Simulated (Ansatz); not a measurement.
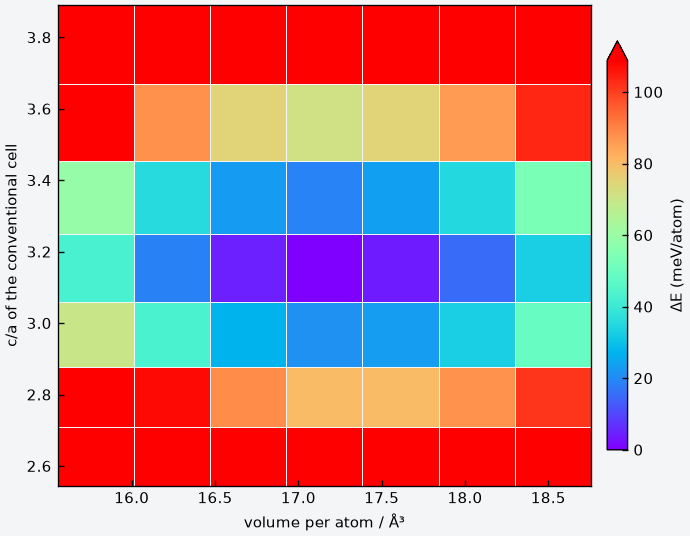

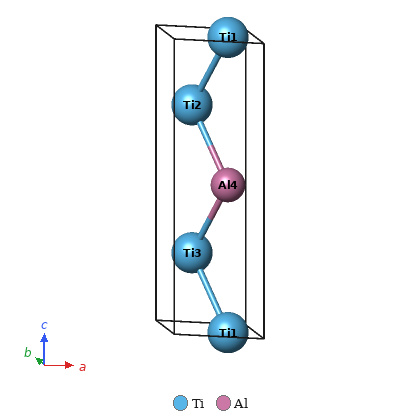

Energy landscape of Ti3Al (P-6m2, No. 187; 4 atoms in the cell). 
- The energy is mapped over volume and the cell's shape.
- Coordinates scanned: (1) volume per atom; (2) c/a of the conventional cell.
- Nothing is relaxed (fractional coordinates fixed).
- The scan uses a 7 × 7 grid.
- Points are written as (first, second).
- Energies are in meV/atom, from the lowest grid point.
- The calculation used Ansatz 0.2.0, DFT PBE, scalar-relativistic, plane waves, PAW. Settings: cutoff 520 eV, k-mesh 18×18×6 in the order of the run's cell vectors, gaussian smearing 0.15 eV, no spin polarisation.

The picture shows one coloured cell a grid point, one colour for all values above the top of the scale. The second picture is the structure at the lowest point

### Describe this landscape.

The lowest grid point is at (17.16 Å³, 3.151). No other kind of well shows on this grid. The highest grid point, (15.78 Å³, 2.627), lies 229 meV/atom above the lowest. Round the minimum the two coordinates are weakly coupled (coupling 0.06 in units of the two stiffnesses).

Grid values (meV/atom):

```
c/a of the conventional cell ↓, volume per atom →  15.78  16.24  16.70  17.16  17.61  18.07  18.53
                                            3.780    188    164    151    146    149    159    175
                                            3.557    111     88     75     71     75     86    104
                                            3.348     59     36     23     19     23     35     53
                                            3.151     43     18      4      0      4     15     33
                                            2.966     70     43     27     21     23     33     49
                                            2.791    137    107     89     80     80     87    101
                                            2.627    229    196    175    164    161    165    176
```

Time for the 49 points that were run: 24 min on 2 threads of Arm Neoverse N1 (shared host).

PAW datasets: the set soft_1.
